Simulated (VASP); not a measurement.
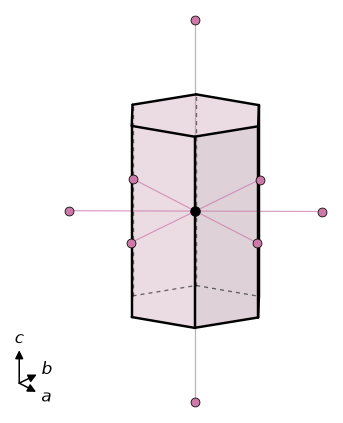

For Ti, the end point of a relaxation with VASP Kohn-Sham DFT of a periodic cell, RPBE, VASP PAW PBE potentials, recommended in VASP: the Wigner–Seitz cell of the crystal's lattice, with lines to the lattice points that define its faces. Symmetry computed with spglib at a tolerance of 0.002 Å; standard conventional cell.

a = 2.965 Å, b = 2.965 Å, c = 4.686 Å, α = 90.00°, β = 90.00°, γ = 120.00°; space group P6_3/mmc (No. 194).

Describe the polyhedron.

A hexagonal prism: 8 faces (6 with 4 edges, 2 with 6 edges), 18 edges, 12 vertices. Its volume is that of the primitive cell, 35.7 Å³.

Which lattice vectors do the faces bisect?

| example | length (Å) | faces | edges of each | area (Å²) |
| --- | --- | --- | --- | --- |
| a | 2.97 | 6 | 4 | 8.0 |
| c | 4.69 | 2 | 6 | 7.6 |
